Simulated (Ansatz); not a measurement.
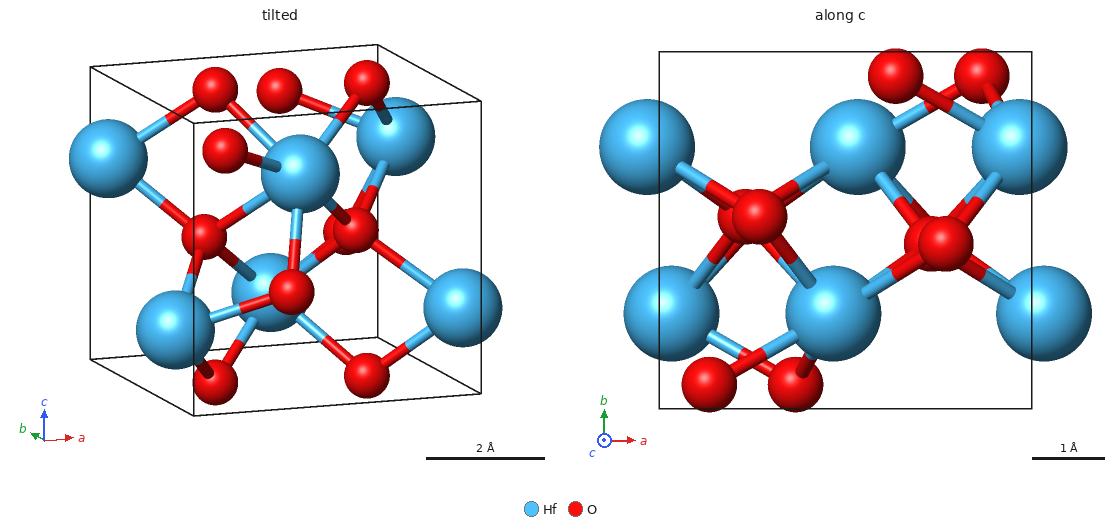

A ball-and-stick picture of a crystal structure, seen slightly off an axis and along the c axis. The frame is the conventional unit cell; atoms at its boundary are shown with their periodic copies.

HfO2, space group Pca2_1 (No. 29), a = 5.25 Å, b = 5.03 Å, c = 5.11 Å, α = 90.00°, β = 90.00°, γ = 90.00°.

Run with DFT, PBE, plane waves, PAW in Ansatz and these settings: E_cut = 420 eV, a 6×6×6 mesh of k-points, Fermi-Dirac smearing of 0.02 eV, no spin polarisation.

> What is the band gap, if any?

An insulator at this level, with a gap of 4.39 eV, indirect; the smallest direct gap is 4.60 eV.

> Would the cell expand or shrink if it could?

The computed pressure is 3.6 GPa (compressed: it would expand). The stress isn't hydrostatic: its largest component is 4.7 GPa.

The initial geometry was a structure listed in the Materials Project. The cell was then strained or its atoms displaced on purpose. It went into a calculation with Ansatz.
